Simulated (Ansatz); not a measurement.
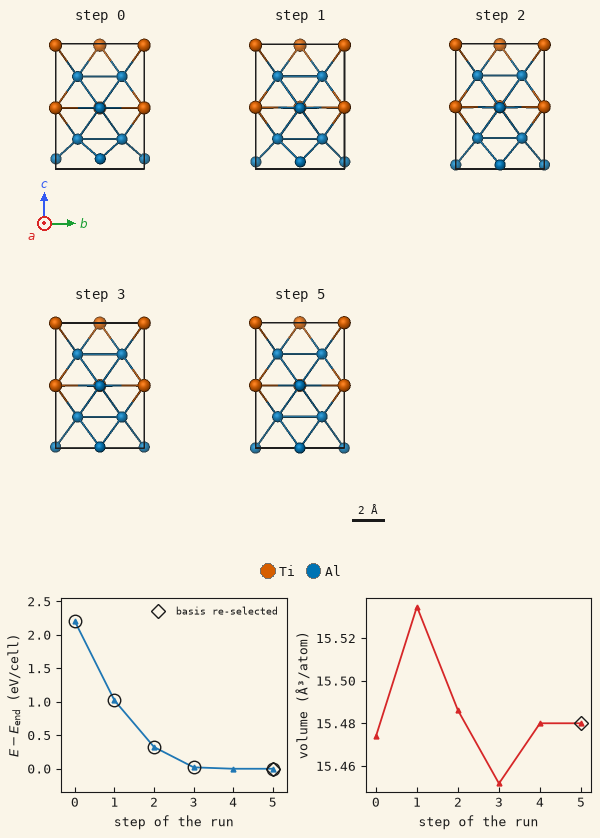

Frames of a relaxation of a crystal of TiAl3 (set up in P1), marked on the history of the run. Style: ball-and-stick. Shown: the larger cell on standard axes (2 times the calculation's cell), along the a axis.

Computed with DFT r2SCAN, scalar-relativistic, plane waves, PAW in Ansatz.

Input file:
```yaml
crystal:
  lattice:
    - [3.95567125, 0.0, 0.0]
    - [0.0, 3.95567125, 0.0]
    - [0.0, 0.0, 7.9113425]
  atoms:
    - { symbol: Ti, position: [0.0021475319, -0.003480999, -0.0116722731] }
    - { symbol: Ti, position: [0.0021475319, -0.003480999, 0.4883277269] }
    - { symbol: Al, position: [0.4849672764, 0.5243669933, 0.0817059118] }
    - { symbol: Al, position: [0.5021475319, 0.496519001, 0.4883277269] }
    - { symbol: Al, position: [0.5021475319, -0.003480999, 0.2383277269] }
    - { symbol: Al, position: [0.5021475319, -0.003480999, 0.7383277269] }
    - { symbol: Al, position: [0.0021475319, 0.496519001, 0.2383277269] }
    - { symbol: Al, position: [0.0021475319, 0.496519001, 0.7383277269] }
basis:
  ecutwfc: 500
kpoints:
  mp_grid: { grid: [8, 8, 4] }
hamiltonian:
  xc: r2scan
scf:
  occupations: { method: gaussian, width: 0.15 }
output:
  forces: true
  stress: true
  eigenvalues: true
relax:
  adjacent_minimum: "off"
  f_tol: 0.01
  max_steps: 80
  cell: { stress_tol: 0.1 }
```

Launched with:
```bash
ansatz run input.yaml --threads 2 --pin off --max-ram 5120MiB --backend cpu --events-out ev --progress --plain --runs-dir out
```

**Describe the path.**

Al3 moves most: 0.66 Å along [1 0 −3]. By element the largest moves are Al 0.66 Å, Ti 0.09 Å. The cell doesn't change. Among the contacts that change: Al3–Al6 3.427 → 2.798 Å, Al3–Al8 3.403 → 2.798 Å, Al3–Al5 2.242 → 2.796 Å, Al3–Al8 (another image) 3.323 → 2.798 Å. Within 0.06 Å the space group is Cm at the start and Pm-3m at the end; at a tighter tolerance small leftover displacements or strains of the cell lower it. Over 4 accepted moves (5 points after the start) the energy falls by 2.202 eV per cell of the calculation. The largest force component goes from 6.1 to 0.0068 eV/Å. The pressure goes from 6.53 to −0.01 GPa. At 1 point the geometry stayed and the basis and grid were re-selected for the new cell (energy shift of less than 0.05 meV per cell of the calculation at most each time). The run took 5.2 min on 2 threads of Arm Neoverse V2 (shared host), peak memory 0.89 GiB. From step 0 to 1: Al3 moves most (0.19 Å), volume +0.4 %, energy −1.180 eV per cell of the calculation. From step 1 to 2: Al3 moves most (0.19 Å), volume −0.3 %, energy −0.697 eV per cell of the calculation. From step 2 to 3: Al3 moves most (0.20 Å), volume −0.2 %, energy −0.303 eV per cell of the calculation. From step 3 to 5: Al3 moves most (0.07 Å), volume +0.2 %, energy −21.6 meV per cell of the calculation.
